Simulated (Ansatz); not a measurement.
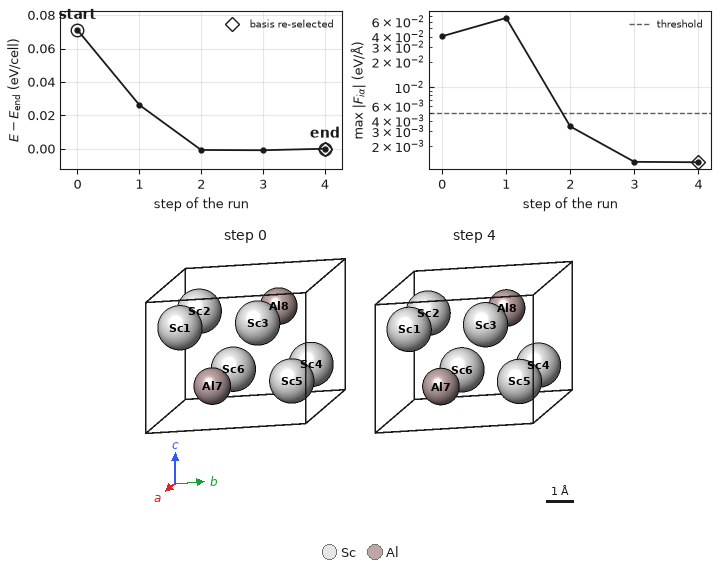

First and last geometry of a relaxation of crystalline Sc3Al (set up in P6_3/mmc), with the history of the run. A spheres-only model of the cell of the calculation, seen slightly off an axis.

Method: DFT PBEsol, scalar-relativistic, plane waves, PAW in Ansatz 0.2.0. Settings: plane-wave cutoff 420 eV; k-point mesh 6 × 6 × 8; occupations gaussian; smearing width 0.1 eV; no spin polarisation; cell and atoms relaxed; force threshold 0.005 eV/Å; at most 80 steps.

Question: Read the history and describe the run.

Answer: It converged. The largest moves relative to the cell, 0.007 Å, are those of Sc1, Sc2, Sc3, Sc4, Sc5 and Sc6. Sc1 goes along [−1 1 0]. Al stays in place. The volume changes by −4.3 %, with a = b 6.312 → 6.237 Å (−1.2 %), c 5.080 → 4.978 Å (−2.0 %). Among the contacts that change: Sc1–Al7 3.097 → 3.039 Å, Sc1–Sc5 3.155 → 3.105 Å, Sc1–Sc2 3.070 → 3.021 Å, Sc1–Al8 3.156 → 3.119 Å. The space group stays P6_3/mmc (No. 194). Over 3 accepted moves (4 points after the start) the energy falls by 71.1 meV per cell of the calculation. The largest force component goes from 0.04 to 0.0013 eV/Å. Pressure: −2.79 GPa at the start and −0.01 GPa at the end. The SCF was repeated once at an unchanged geometry on a basis and grid sized afresh for the cell, which shifted the energy by 0.9 meV per cell of the calculation at most.

```tsv
step	E − E(0), meV/atom	largest force component, eV/Å	pressure, GPa	volume, Å³/atom	note
0	0.00	0.0402	-2.79	21.909	
1	-5.61	0.0663	1.95	20.403	
2	-8.98	0.0034	-0.09	20.989	
3	-8.99	0.0013	0.00	20.961	
4	-8.88	0.0013	-0.01	20.961	same geometry, new basis
```
